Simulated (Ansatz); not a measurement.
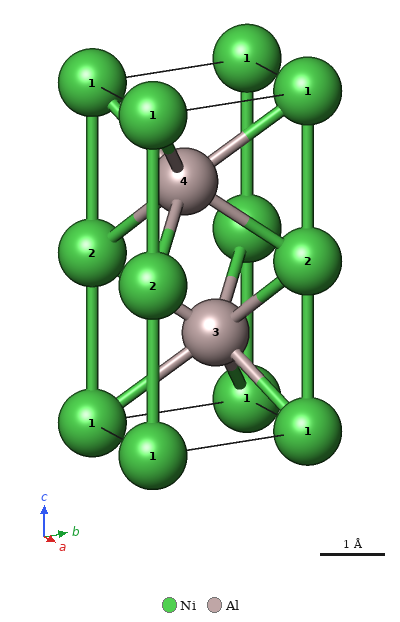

**Figure 1.** The input geometry (ball-and-stick view of the cell of the calculation, seen slightly off an axis; atoms are numbered from 1 in the order of the input). Near neighbours in the crystal (not all of them lie inside the picture): Ni has 6 Al at 2.42 Å and 2 Ni at 2.70 Å; Al has 6 Ni at 2.42 Å.

**Geometry relaxation of AlNi (part 1 of 2)**

- system: AlNi (P6₃/mmc, 4 atoms in the cell)
- method: DFT, PBE, PAW with Ansatz's default frozen-core files, scalar-relativistic, no spin polarisation (Ansatz 0.2.0)

The structure was built on a prototype by a generator; it need not be a known phase. It belongs to a series of runs on one base structure; here: cell relaxed at zero pressure. Figures and captions count atoms from 1; the log counts them from 0 in places.

## What the program printed
```
Engine: ansatz 0.2.0, x86_64-unknown-linux-gnu
Pseudopotentials: kind: paw
Pseudopotential: Ni, paw, valence charge 18, recommended cutoff 420 eV (normal), Ni.paw.azcp
Pseudopotential: Al, paw, valence charge 3, recommended cutoff 420 eV (normal), Al.paw.azcp
Functional definition: PBE
  parameter kappa = 0.804
  parameter beta = 0.06672455060314922
  exchange = pbe_x(kappa = kappa, mu = beta*pi^2/3)
  correlation = pbe_c(beta = beta)
Crystal: 4 atoms, lattice volume = 56.901 Å³
Basis set: ecut = 420 eV, 1105 PW (Γ), exchange–correlation on 48×48×80 points (8 copies of the dense FFT grid, shifted against one another)
Bands: 26, of which v1, the nominal top of the filled ones, is band 21 counted from 1 (20 counted from 0)
Symmetry: 24 space group operations
Space group: P63/mmc (ITA 194), of the structure as read, at distance tolerance 3.8e-5 Å
k-points: 64 of 847
Non-local potential: Ni, projectors of the file, l = 0: 3, l = 1: 2, l = 2: 3, l = 3: 1
Non-local potential: Al, projectors of the file, l = 0: 2, l = 1: 2, l = 2: 1
PAW form: soft (Blöchl's): semilocal exchange-correlation on the pseudo side does not see the compensation charge
PAW one-centre angular grid: Ni, 590 points (default); XC on 64 Gauss nodes
PAW one-centre angular grid: Al, 110 points (default); XC on 64 Gauss nodes
Initial density: superposition of atomic densities (neutral atoms: chi_scale 0, normalization atom), corrected by the library's trained network
Initial wavefunctions: pseudopotential atomic-orbital guess
Functional: x = pbe(κ = 0.804, μ = 0.2195149727645171), c = pbe(β = 0.06672455060314922)
SCF iter   1: F=—  HF=-12755.673732 eV  |F-HF|=—  |Δ(HF+E_count)|=         —  Δρ=9.20e-3  dr2=3.49e-2  ethr=1.77e-3  ⟨swp⟩=5.3  Hψ=7172  notcnv=0
preconditioner: auto → Kerker (q_TF=auto, 2.594 Å⁻¹)  [metal: Δε(μ)=0.012 eV  Ē_g=6.208 eV  σ=0.100 eV  W_gap=0.03  n_scr=22 (ndim 8)  ℏωp=25.1 eV  f_vac=0.000  D(μ)=2.00/eV (n_scr^D=22)]
SCF iter   2: F=—  HF=-12755.670139 eV  |F-HF|=—  |Δ(HF+E_count)|=   3.59e-3  Δρ=2.97e-3  dr2=5.04e-3  ethr=8.32e-5  ⟨swp⟩=1.1  Hψ=2185  notcnv=0
SCF iter   3: F=—  HF=-12755.669349 eV  |F-HF|=—  |Δ(HF+E_count)|=   7.90e-4  Δρ=8.04e-4  dr2=5.58e-4  ethr=1.20e-5  ⟨swp⟩=1.2  Hψ=1670  notcnv=0  defer=3
SCF iter   4: F=—  HF=-12755.669250 eV  |F-HF|=—  |Δ(HF+E_count)|=   9.96e-5  Δρ=2.97e-4  dr2=3.82e-5  ethr=1.33e-6  ⟨swp⟩=2.4  Hψ=2655  notcnv=0  defer=3
SCF iter   5: F=—  HF=-12755.669181 eV  |F-HF|=—  |Δ(HF+E_count)|=   6.88e-5  Δρ=7.32e-5  dr2=3.01e-6  ethr=9.09e-8  ⟨swp⟩=2.3  Hψ=2347  notcnv=0  defer=3
SCF iter   6: F=-12755.669181 eV  HF=-12755.669181 eV  |F-HF|=3.12e-8  |Δ(HF+E_count)|=   3.33e-7  Δρ=1.25e-5  dr2=8.55e-8  ethr=2.38e-10  ⟨swp⟩=6.8  Hψ=11377  notcnv=0
SCF 1 converged in 6 iterations: F = -12755.669181 eV  dr2 = 8.55e-8
  greatest PAW one-centre occupation: 1.001 electrons in one spin orbital (limit 2), on the Ni atom at site 1 (counted from 0), in its partial waves of l = 1
relax step   1: F+E_penalty+E_count = -12755.66918051 eV  Δ(F+E_penalty+E_count) = +0.000e0 eV  max|allowed force component| = 1.850e-17 eV/Å  Δτ_max = 0.0000 Å  P = -1.099 GPa  Ω = 56.901 Å³  (6 SCF iters, dr2 threshold 1.00e-7 eV, accepted)
Crystal: 4 atoms, lattice volume = 56.651 Å³
Basis set: ecut = 420 eV, 1103 PW (Γ), exchange–correlation on 48×48×80 points (8 copies of the dense FFT grid, shifted against one another)
Initial density: handed on by an earlier stage of this run
Initial wavefunctions: those handed on with the density
iter 1 solved again at ethr=1.25e-5 eV; its pass at ethr=3.10e-3 eV (dr2=5.26e-3 eV) is discarded
SCF iter   1: F=—  HF=-12755.726848 eV  |F-HF|=—  |Δ(HF+E_count)|=         —  Δρ=3.68e-3  dr2=5.20e-3  ethr=1.25e-5  ⟨swp⟩=2.0  Hψ=9972  notcnv=0
preconditioner: auto → Kerker (q_TF=auto, 2.596 Å⁻¹)  [metal: Δε(μ)=0.007 eV  Ē_g=6.274 eV  σ=0.100 eV  W_gap=0.02  n_scr=22 (ndim 8)  ℏωp=25.2 eV  f_vac=0.000  D(μ)=1.75/eV (n_scr^D=8)]
SCF iter   2: F=—  HF=-12755.726233 eV  |F-HF|=—  |Δ(HF+E_count)|=   6.15e-4  Δρ=1.72e-3  dr2=1.57e-3  ethr=1.24e-5  ⟨swp⟩=1.0  Hψ=1664  notcnv=0
SCF iter   3: F=—  HF=-12755.725870 eV  |F-HF|=—  |Δ(HF+E_count)|=   3.63e-4  Δρ=4.84e-4  dr2=1.60e-4  ethr=3.74e-6  ⟨swp⟩=2.2  Hψ=2182  notcnv=0
SCF iter   4: F=—  HF=-12755.725730 eV  |F-HF|=—  |Δ(HF+E_count)|=   1.39e-4  Δρ=2.31e-4  dr2=2.54e-5  ethr=3.81e-7  ⟨swp⟩=2.0  Hψ=2379  notcnv=0
SCF iter   5: F=—  HF=-12755.725727 eV  |F-HF|=—  |Δ(HF+E_count)|=   3.29e-6  Δρ=3.78e-5  dr2=5.03e-7  ethr=6.04e-8  ⟨swp⟩=1.6  Hψ=2108  notcnv=0
SCF iter   6: F=-12755.725727 eV  HF=-12755.725727 eV  |F-HF|=1.89e-8  |Δ(HF+E_count)|=   7.20e-8  Δρ=1.52e-5  dr2=7.68e-8  ethr=9.52e-10  ⟨swp⟩=8.6  Hψ=11740  notcnv=0
SCF 2 converged in 6 iterations: F = -12755.725727 eV  dr2 = 7.68e-8
relax step   2: F+E_penalty+E_count = -12755.72572720 eV  Δ(F+E_penalty+E_count) = -5.655e-2 eV  max|allowed force component| = 9.830e-18 eV/Å  Δτ_max = 0.0000 Å  P = -0.262 GPa  Ω = 56.651 Å³  energy of the carried Pulay correction = +1.420e-4 eV  (6 SCF iters, dr2 threshold 4.00e-7 eV, accepted)
Crystal: 4 atoms, lattice volume = 56.353 Å³
Basis set: ecut = 420 eV, 1109 PW (Γ), exchange–correlation on 48×48×80 points (8 copies of the dense FFT grid, shifted against one another)
iter 1 solved again at ethr=2.97e-5 eV; its pass at ethr=3.10e-3 eV (dr2=1.25e-2 eV) is discarded
SCF iter   1: F=—  HF=-12755.773369 eV  |F-HF|=—  |Δ(HF+E_count)|=         —  Δρ=5.58e-3  dr2=1.25e-2  ethr=2.97e-5  ⟨swp⟩=2.1  Hψ=11789  notcnv=0
preconditioner: auto → Kerker (q_TF=auto, 2.598 Å⁻¹)  [metal: Δε(μ)=0.035 eV  Ē_g=6.327 eV  σ=0.100 eV  W_gap=0.09  n_scr=22 (ndim 8)  ℏωp=25.2 eV  f_vac=0.000  D(μ)=1.40/eV (n_scr^D=8)]
SCF iter   2: F=—  HF=-12755.770827 eV  |F-HF|=—  |Δ(HF+E_count)|=   2.54e-3  Δρ=3.13e-3  dr2=5.70e-3  ethr=2.97e-5  ⟨swp⟩=1.0  Hψ=1664  notcnv=0
SCF iter   3: F=—  HF=-12755.769040 eV  |F-HF|=—  |Δ(HF+E_count)|=   1.79e-3  Δρ=5.07e-4  dr2=1.42e-4  ethr=1.36e-5  ⟨swp⟩=2.0  Hψ=2369  notcnv=0
SCF iter   4: F=—  HF=-12755.768990 eV  |F-HF|=—  |Δ(HF+E_count)|=   5.00e-5  Δρ=2.68e-4  dr2=3.47e-5  ethr=3.37e-7  ⟨swp⟩=2.1  Hψ=2632  notcnv=0
SCF iter   5: F=—  HF=-12755.768986 eV  |F-HF|=—  |Δ(HF+E_count)|=   3.61e-6  Δρ=1.08e-4  dr2=3.50e-6  ethr=8.27e-8  ⟨swp⟩=2.2  Hψ=2647  notcnv=0
SCF iter   6: F=-12755.768986 eV  HF=-12755.768986 eV  |F-HF|=2.50e-9  |Δ(HF+E_count)|=   2.34e-7  Δρ=2.13e-5  dr2=1.31e-7  ethr=9.52e-10  ⟨swp⟩=8.1  Hψ=13872  notcnv=0
SCF 3 converged in 6 iterations: F = -12755.768986 eV  dr2 = 1.31e-7
  greatest PAW one-centre occupation: 1.001 electrons in one spin orbital (limit 2), on the Ni atom at site 0 (counted from 0), in its partial waves of l = 1
relax step   3: F+E_penalty+E_count = -12755.76898602 eV  Δ(F+E_penalty+E_count) = -4.326e-2 eV  max|allowed force component| = 4.915e-18 eV/Å  Δτ_max = 0.0000 Å  P = +1.246 GPa  Ω = 56.353 Å³  energy of the carried Pulay correction = +3.461e-4 eV  (6 SCF iters, dr2 threshold 4.00e-7 eV, accepted)
Crystal: 4 atoms, lattice volume = 56.807 Å³
iter 1 solved again at ethr=1.18e-6 eV; its pass at ethr=3.10e-3 eV (dr2=4.96e-4 eV) is discarded
SCF iter   1: F=—  HF=-12755.771526 eV  |F-HF|=—  |Δ(HF+E_count)|=         —  Δρ=9.88e-4  dr2=4.61e-4  ethr=1.18e-6  ⟨swp⟩=3.0  Hψ=10317  notcnv=0
preconditioner: auto → Kerker (q_TF=auto, 2.594 Å⁻¹)  [metal: Δε(μ)=0.027 eV  Ē_g=6.271 eV  σ=0.100 eV  W_gap=0.07  n_scr=22 (ndim 8)  ℏωp=25.1 eV  f_vac=0.000  D(μ)=1.44/eV (n_scr^D=8)]
SCF iter   2: F=—  HF=-12755.771426 eV  |F-HF|=—  |Δ(HF+E_count)|=   9.95e-5  Δρ=5.29e-4  dr2=2.03e-4  ethr=1.10e-6  ⟨swp⟩=1.0  Hψ=1664  notcnv=0
SCF iter   3: F=—  HF=-12755.771303 eV  |F-HF|=—  |Δ(HF+E_count)|=   1.23e-4  Δρ=1.26e-4  dr2=1.43e-5  ethr=4.84e-7  ⟨swp⟩=2.0  Hψ=2317  notcnv=0
SCF iter   4: F=—  HF=-12755.771299 eV  |F-HF|=—  |Δ(HF+E_count)|=   4.16e-6  Δρ=8.13e-5  dr2=3.59e-6  ethr=3.40e-8  ⟨swp⟩=2.1  Hψ=2769  notcnv=0
iter 5 did not close the SCF: its close was put off for the readings that it lacked (scf_convergence_deferred on its scf_iter line)
SCF iter   5: F=-12755.771298 eV  HF=-12755.771298 eV  |F-HF|=2.12e-8  |Δ(HF+E_count)|=   3.75e-7  Δρ=1.59e-5  dr2=7.95e-8  ethr=8.54e-9  ⟨swp⟩=2.1  Hψ=2543  notcnv=0
SCF iter   6: F=-12755.771298 eV  HF=-12755.771298 eV  |F-HF|=3.93e-10  |Δ(HF+E_count)|=   2.60e-8  Δρ=6.99e-6  dr2=1.76e-8  ethr=1.89e-10  ⟨swp⟩=7.0  Hψ=12305  notcnv=0
SCF 4 converged in 6 iterations: F = -12755.771298 eV  dr2 = 1.76e-8
relax step   4: F+E_penalty+E_count = -12755.77129840 eV  Δ(F+E_penalty+E_count) = -2.312e-3 eV  max|allowed force component| = 9.252e-18 eV/Å  Δτ_max = 0.0000 Å  P = +0.111 GPa  Ω = 56.807 Å³  energy of the carried Pulay correction = +1.813e-4 eV  (6 SCF iters, dr2 threshold 4.00e-7 eV, accepted)
Crystal: 4 atoms, lattice volume = 56.873 Å³
iter 1 solved again at ethr=4.37e-8 eV; its pass at ethr=3.10e-3 eV (dr2=1.83e-5 eV) is discarded
SCF iter   1: F=—  HF=-12755.771484 eV  |F-HF|=—  |Δ(HF+E_count)|=         —  Δρ=2.42e-4  dr2=1.56e-5  ethr=4.37e-8  ⟨swp⟩=3.0  Hψ=9750  notcnv=0
preconditioner: auto → Kerker (q_TF=auto, 2.594 Å⁻¹)  [metal: Δε(μ)=0.030 eV  Ē_g=6.265 eV  σ=0.100 eV  W_gap=0.08  n_scr=22 (ndim 8)  ℏωp=25.1 eV  f_vac=0.000  D(μ)=1.44/eV (n_scr^D=8)]
SCF iter   2: F=—  HF=-12755.771431 eV  |F-HF|=—  |Δ(HF+E_count)|=   5.31e-5  Δρ=1.27e-4  dr2=6.42e-6  ethr=3.71e-8  ⟨swp⟩=1.0  Hψ=1665  notcnv=0
SCF iter   3: F=—  HF=-12755.771429 eV  |F-HF|=—  |Δ(HF+E_count)|=   1.90e-6  Δρ=2.45e-5  dr2=3.93e-7  ethr=1.53e-8  ⟨swp⟩=2.4  Hψ=2698  notcnv=0
iter 4 did not close the SCF: its close was put off for the readings that it lacked (scf_convergence_deferred on its scf_iter line)
SCF iter   4: F=-12755.771429 eV  HF=-12755.771429 eV  |F-HF|=9.19e-8  |Δ(HF+E_count)|=   6.10e-8  Δρ=1.73e-5  dr2=1.08e-7  ethr=9.36e-10  ⟨swp⟩=2.2  Hψ=2491  notcnv=0
iter 5 did not close the SCF: its close was put off for the readings that it lacked (scf_convergence_deferred on its scf_iter line)
SCF iter   5: F=-12755.771429 eV  HF=-12755.771429 eV  |F-HF|=2.45e-9  |Δ(HF+E_count)|=   1.15e-8  Δρ=3.66e-6  dr2=5.35e-9  ethr=2.56e-10  ⟨swp⟩=2.3  Hψ=2547  notcnv=0
SCF iter   6: F=-12755.771429 eV  HF=-12755.771429 eV  |F-HF|=2.18e-11  |Δ(HF+E_count)|=  1.86e-10  Δρ=8.15e-7  dr2=3.48e-10  ethr=1.27e-11  ⟨swp⟩=6.3  Hψ=11511  notcnv=0
SCF 5 converged in 6 iterations: F = -12755.771429 eV  dr2 = 3.48e-10
relax step   5: F+E_penalty+E_count = -12755.77142905 eV  Δ(F+E_penalty+E_count) = -1.307e-4 eV  max|allowed force component| = 5.493e-18 eV/Å  Δτ_max = 0.0000 Å  P = +0.008 GPa  Ω = 56.873 Å³  energy of the carried Pulay correction = +1.636e-4 eV  (6 SCF iters, dr2 threshold 1.13e-7 eV, accepted)
Basis set: ecut = 420 eV, 1109 PW (Γ), exchange–correlation on 50×50×72 points (8 copies of the dense FFT grid, shifted against one another)
Initial wavefunctions: pseudopotential atomic-orbital guess (no wavefunctions were taken with the density)
iter 1 solved again at ethr=2.76e-7 eV; its pass at ethr=3.10e-3 eV (dr2=1.16e-4 eV) is discarded
SCF iter   1: F=—  HF=-12755.770583 eV  |F-HF|=—  |Δ(HF+E_count)|=         —  Δρ=7.46e-4  dr2=7.75e-6  ethr=2.76e-7  ⟨swp⟩=3.0  Hψ=11012  notcnv=0
preconditioner: auto → Kerker (q_TF=auto, 2.594 Å⁻¹)  [metal: Δε(μ)=0.031 eV  Ē_g=6.265 eV  σ=0.100 eV  W_gap=0.08  n_scr=22 (ndim 8)  ℏωp=25.1 eV  f_vac=0.000  D(μ)=1.44/eV (n_scr^D=8)]
SCF iter   2: F=—  HF=-12755.771580 eV  |F-HF|=—  |Δ(HF+E_count)|=   9.97e-4  Δρ=3.92e-4  dr2=5.36e-6  ethr=1.85e-8  ⟨swp⟩=2.6  Hψ=2880  notcnv=0
SCF iter   3: F=—  HF=-12755.771903 eV  |F-HF|=—  |Δ(HF+E_count)|=   3.24e-4  Δρ=4.72e-5  dr2=1.59e-7  ethr=1.28e-8  ⟨swp⟩=1.0  Hψ=1667  notcnv=0
SCF iter   4: F=—  HF=-12755.771907 eV  |F-HF|=—  |Δ(HF+E_count)|=   4.10e-6  Δρ=7.46e-6  dr2=9.93e-9  ethr=3.78e-10  ⟨swp⟩=2.0  Hψ=2886  notcnv=0
SCF iter   5: F=—  HF=-12755.771907 eV  |F-HF|=—  |Δ(HF+E_count)|=   3.24e-8  Δρ=3.90e-6  dr2=2.20e-9  ethr=2.36e-11  ⟨swp⟩=2.0  Hψ=2589  notcnv=0
SCF iter   6: F=—  HF=-12755.771907 eV  |F-HF|=—  |Δ(HF+E_count)|=   2.46e-8  Δρ=3.99e-7  dr2=9.37e-11  ethr=5.24e-12  ⟨swp⟩=1.0  Hψ=1667  notcnv=0
SCF iter   7: F=-12755.771907 eV  HF=-12755.771907 eV  |F-HF|=7.28e-12  |Δ(HF+E_count)|=  9.09e-12  Δρ=1.50e-7  dr2=1.25e-11  ethr=1.00e-12  ⟨swp⟩=5.1  Hψ=7363  notcnv=0
SCF 6 converged in 7 iterations: F = -12755.771907 eV  dr2 = 1.25e-11
relax step   6: F+E_penalty+E_count = -12755.77190731 eV  Δ(F+E_penalty+E_count) = -4.783e-4 eV  max|allowed force component| = 5.204e-18 eV/Å  Δτ_max = 0.0000 Å  P = +0.042 GPa  Ω = 56.873 Å³  stress off target by 7.38e-2 GPa  SCF on the basis re-selected at this cell (its energy is not comparable with the rows above)  (7 SCF iters)
basis re-selected at this cell: Δ(F+E_penalty+E_count) = -4.783e-4 eV, ΔP = +0.034 GPa vs the last step (what re-selecting the basis moved, of the pressure what is left beyond the Pulay correction that the steps carried, after the strain that the cell walked since its last selection, with what the two solves' SCF thresholds leave and, on support functions, any second-order correction that the steps lacked; it is no measure of the basis error at this ecutwfc). The dense FFT grid was sized anew with the basis: this SCF ran on 25×25×36 points, the steps before it on 24×24×40, so part of this shift can come from that change (see relax.cell in the input reference). This SCF's stress stands 7.38e-2 GPa from its target on what of the cell is left free (relax.cell.stress_tol is 5.00e-2 GPa) and its largest allowed force component is 5.20e-18 eV/Å (relax.f_tol is 5.00e-3 eV/Å): not within both, so this SCF does not close the relaxation
Crystal: 4 atoms, lattice volume = 56.899 Å³
iter 1 solved again at ethr=2.66e-9 eV; its pass at ethr=3.10e-3 eV (dr2=1.12e-6 eV) is discarded
SCF iter   1: F=—  HF=-12755.771875 eV  |F-HF|=—  |Δ(HF+E_count)|=         —  Δρ=8.73e-5  dr2=2.02e-6  ethr=2.66e-9  ⟨swp⟩=3.0  Hψ=9326  notcnv=0
preconditioner: auto → Kerker (q_TF=auto, 2.594 Å⁻¹)  [metal: Δε(μ)=0.032 eV  Ē_g=6.263 eV  σ=0.100 eV  W_gap=0.08  n_scr=22 (ndim 8)  ℏωp=25.1 eV  f_vac=0.000  D(μ)=1.44/eV (n_scr^D=8)]
SCF iter   2: F=—  HF=-12755.771918 eV  |F-HF|=—  |Δ(HF+E_count)|=   4.31e-5  Δρ=4.59e-5  dr2=8.02e-7  ethr=2.66e-9  ⟨swp⟩=1.4  Hψ=1859  notcnv=0
SCF iter   3: F=—  HF=-12755.771918 eV  |F-HF|=—  |Δ(HF+E_count)|=   2.35e-7  Δρ=8.53e-6  dr2=4.66e-8  ethr=1.91e-9  ⟨swp⟩=2.3  Hψ=2296  notcnv=0
iter 4 did not close the SCF: its close was put off for the readings that it lacked (scf_convergence_deferred on its scf_iter line)
SCF iter   4: F=-12755.771918 eV  HF=-12755.771918 eV  |F-HF|=2.92e-9  |Δ(HF+E_count)|=   7.76e-9  Δρ=3.54e-6  dr2=4.61e-9  ethr=1.11e-10  ⟨swp⟩=2.3  Hψ=2288  notcnv=0
iter 5 did not close the SCF: its close was put off for the readings that it lacked (scf_convergence_deferred on its scf_iter line)
SCF iter   5: F=-12755.771918 eV  HF=-12755.771918 eV  |F-HF|=4.93e-10  |Δ(HF+E_count)|=  1.07e-10  Δρ=1.29e-6  dr2=5.61e-10  ethr=1.10e-11  ⟨swp⟩=2.0  Hψ=2243  notcnv=0
SCF iter   6: F=-12755.771918 eV  HF=-12755.771918 eV  |F-HF|=5.46e-12  |Δ(HF+E_count)|=  4.00e-11  Δρ=2.62e-7  dr2=3.63e-11  ethr=1.34e-12  ⟨swp⟩=4.9  Hψ=8505  notcnv=0
SCF 7 converged in 6 iterations: F = -12755.771918 eV  dr2 = 3.63e-11
relax step   7: F+E_penalty+E_count = -12755.77191819 eV  Δ(F+E_penalty+E_count) = -1.088e-5 eV  max|allowed force component| = 7.517e-18 eV/Å  Δτ_max = 0.0000 Å  P = +0.002 GPa  Ω = 56.899 Å³  energy of the carried Pulay correction = -5.364e-6 eV  (6 SCF iters, accepted)
iter 1 solved again at ethr=2.97e-7 eV; its pass at ethr=3.10e-3 eV (dr2=1.25e-4 eV) is discarded
SCF iter   1: F=—  HF=-12755.771874 eV  |F-HF|=—  |Δ(HF+E_count)|=         —  Δρ=2.07e-6  dr2=1.53e-9  ethr=2.97e-7  ⟨swp⟩=3.0  Hψ=10917  notcnv=0
eigensolver tolerance schedule: the retry pair's looser diagonalisation over-reported the residual by 81309.74 of it (diagonalisation noise at an unbounded share of the residual, at the tolerance the schedule requests for it); recorded, not acted on — ethr = c·dr2/N_el stays at c = 1.0e-1
SCF iter   2: F=—  HF=-12755.771922 eV  |F-HF|=—  |Δ(HF+E_count)|=   4.73e-5  Δρ=9.38e-7  dr2=2.24e-10  ethr=3.65e-12  ⟨swp⟩=3.5  Hψ=4473  notcnv=0
SCF iter   3: F=—  HF=-12755.771922 eV  |F-HF|=—  |Δ(HF+E_count)|=  1.06e-10  Δρ=6.14e-7  dr2=9.47e-11  ethr=1.00e-12  ⟨swp⟩=1.0  Hψ=1664  notcnv=0
iter 4 did not close the SCF: its close was put off for the readings that it lacked (scf_convergence_deferred on its scf_iter line)
SCF iter   4: F=-12755.771922 eV  HF=-12755.771922 eV  |F-HF|=3.64e-12  |Δ(HF+E_count)|=  1.02e-10  Δρ=1.28e-7  dr2=7.44e-12  ethr=1.00e-12  ⟨swp⟩=1.0  Hψ=1664  notcnv=0
iter 5 did not close the SCF: its close was put off for the readings that it lacked (scf_convergence_deferred on its scf_iter line)
SCF iter   5: F=-12755.771922 eV  HF=-12755.771922 eV  |F-HF|=1.82e-12  |Δ(HF+E_count)|=    0.00e0  Δρ=5.19e-8  dr2=1.55e-12  ethr=1.00e-12  ⟨swp⟩=1.0  Hψ=1664  notcnv=0
iter 6 did not close the SCF: its close was put off for the readings that it lacked (scf_convergence_deferred on its scf_iter line)
SCF iter   6: F=-12755.771922 eV  HF=-12755.771922 eV  |F-HF|=5.46e-12  |Δ(HF+E_count)|=  3.64e-12  Δρ=8.77e-9  dr2=3.60e-14  ethr=1.00e-12  ⟨swp⟩=1.0  Hψ=1664  notcnv=0
iter 7 did not close the SCF: its close was put off for the readings that it lacked (scf_convergence_deferred on its scf_iter line)
SCF iter   7: F=-12755.771922 eV  HF=-12755.771922 eV  |F-HF|=1.82e-12  |Δ(HF+E_count)|=  1.82e-12  Δρ=5.21e-9  dr2=1.20e-14  ethr=1.00e-12  ⟨swp⟩=1.0  Hψ=1664  notcnv=0
SCF iter   8: F=-12755.771922 eV  HF=-12755.771922 eV  |F-HF|=3.64e-12  |Δ(HF+E_count)|=  1.82e-12  Δρ=7.40e-10  dr2=1.66e-16  ethr=1.00e-12  ⟨swp⟩=2.7  Hψ=5044  notcnv=0
SCF 8 converged in 8 iterations: F = -12755.771922 eV  dr2 = 1.66e-16
relax step   8: F+E_penalty+E_count = -12755.77192157 eV  Δ(F+E_penalty+E_count) = -3.386e-6 eV  max|allowed force component| = 7.517e-18 eV/Å  Δτ_max = 0.0000 Å  P = +0.002 GPa  Ω = 56.899 Å³  stress off target by 2.22e-3 GPa  SCF on the basis re-selected at this cell (its energy is not comparable with the rows above)  (8 SCF iters)
```

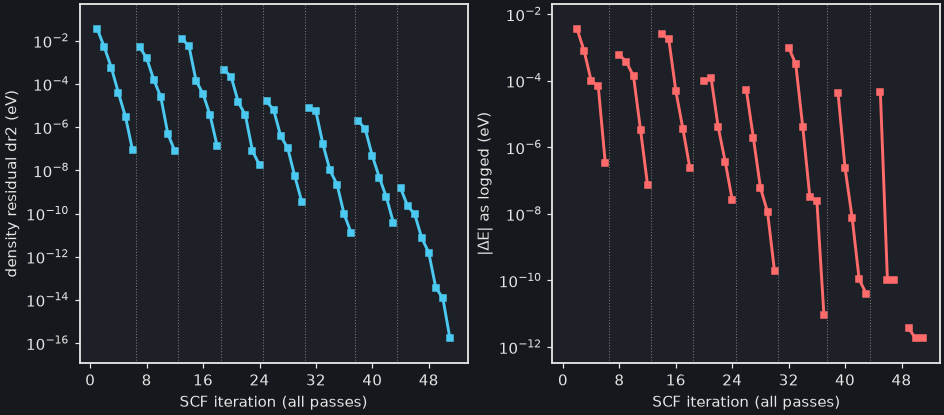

**Figure 2.** Convergence of the self-consistent field: density residual dr2 and size of the energy change against the SCF iteration. The dotted lines part the SCF passes of the relaxation: geometry steps, rejected trials and re-solves on a re-selected basis. The 8 passes take 6 to 8 iterations each, 51 in all.
